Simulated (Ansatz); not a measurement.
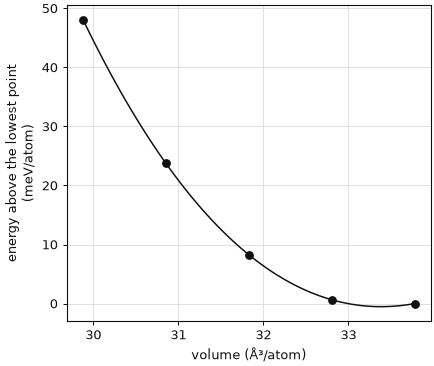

The picture above shows the energy above the lowest point against volume for Y, space group Fm-3m (No. 225) (one of a set of cubic test structures, which need not be the stable phase).

Method: equation of state of a cubic crystal from periodic Kohn-Sham density functional theory without spin, third-order Birch-Murnaghan fit to the free energies; pressure corrected for the finite basis (Ansatz 0.2.0 development build). Level: r2SCAN.

| setting | value |
| --- | --- |
| structure type | fcc |
| atoms in cell | 1 |
| space group number | 225 |
| lattice centring | face-centred primitive |
| k mesh | 12×12×12 |
| occupation method | Fermi–Dirac |
| occupation width | 0.1 eV |
| wave cutoff | 700 eV |
| datasets | hard PAW |
| density tolerance | 1e−09 eV |
| bands | 10 |
| density cutoff ratio | 4 |
| search for lower states | default |
| xc grid level | 2 |

> What equilibrium volume and bulk modulus follow from the curve?

A third-order Birch–Murnaghan fit gives V0 = 33.38 Å³/atom, B0 = 36.5 GPa and B′ = 3.1.

Caveats: cubic model structure, not the ambient form; pseudopotentials made with PBE, not this functional.
